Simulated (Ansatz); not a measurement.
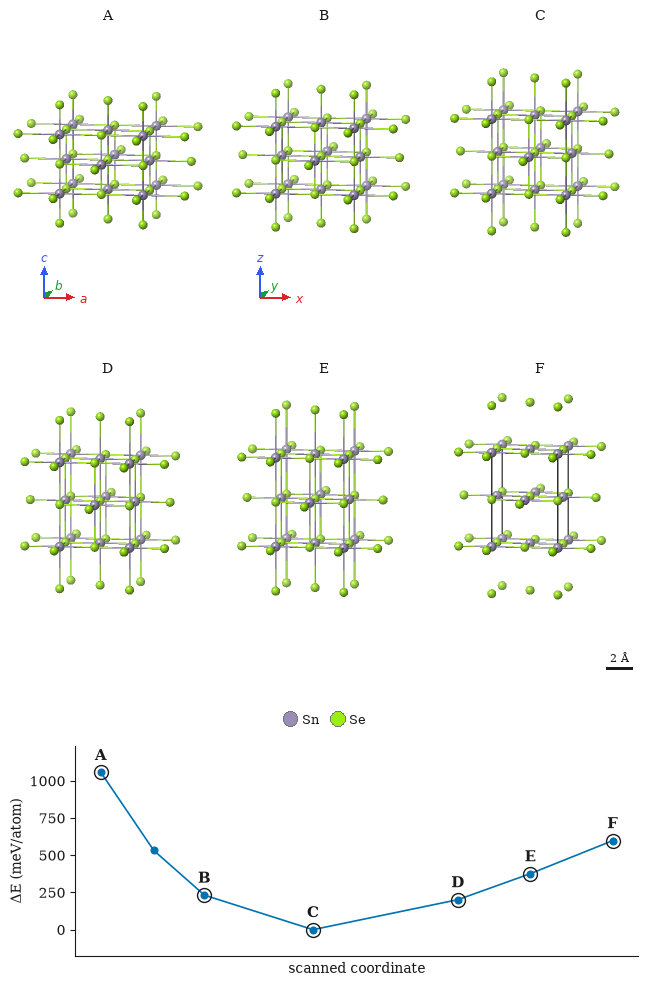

Frames of a one-coordinate scan of crystalline SnSe (Fm-3m). x, y and z are the Cartesian axes of the input. A ball-and-stick model of the conventional cell (4 times the calculation's cell), seen along the b axis, with a slight tilt. Lengths and directions refer to the drawn axes.

Computed with DFT LDA, scalar-relativistic, plane waves, PAW (Ansatz 0.2.0). Settings: plane-wave cutoff 420 eV; k-point mesh 10 × 10 × 10; occupations gaussian; smearing width 0.05 eV; no spin polarisation. Energies (free energies at the smearing named) are counted from the relaxed crystal.

Q: Which coordinate changes from frame to frame?

A: The ratio of the cell's length along z to its lengths across, counted as 1 for the reference, is changed at fixed volume (a tetragonal or Bain path), with the atoms kept at their fractional coordinates. In the frames the relative ratio is 0.707 (A), 0.85 (B), 1.00 (C), 1.20 (D), 1.30 (E), 1.414 (F). The lowest computed point lies at the relative ratio 1.00 (0 meV/atom). At the ends of the scan the energy is 1057 meV/atom (0.707) and 598 meV/atom (1.414). The distortion takes the space group from Fm-3m to I4/mmm. At the relative ratio 1.414 the cell of the drawing goes a 5.893 → 5.251 Å, b 5.893 → 5.251 Å, c 5.893 → 7.424 Å. The band gap on the mesh, 0.44 eV in the reference, closes at 0.707, 0.78, 0.85, 1.20, 1.30, 1.414.
